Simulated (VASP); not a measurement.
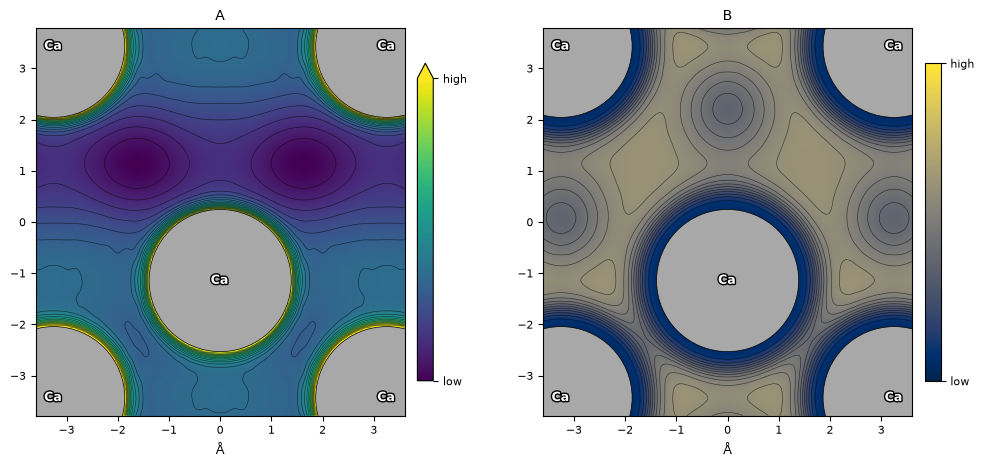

Ca: 2 fields on the (110) plane of the conventional cell, with unlabelled colour scales. Grey discs cover the atomic cores.

Space group P6₃/mmc; a generated structure, not necessarily the stable one.

Computed with Kohn-Sham DFT of a periodic cell, revPBE, VASP PAW PBE potentials, recommended in VASP.

**Which field does each panel show? The fields are: electron localisation function and valence pseudo-density.**

Panel A: valence pseudo-density. Panel B: electron localisation function. From the grid: Ca–Ca (3.98 Å): ρ at the midpoint is about 0.05 e/Å³; the ELF is about 0.40 at the midpoint: no shared electron pair shows on this line.
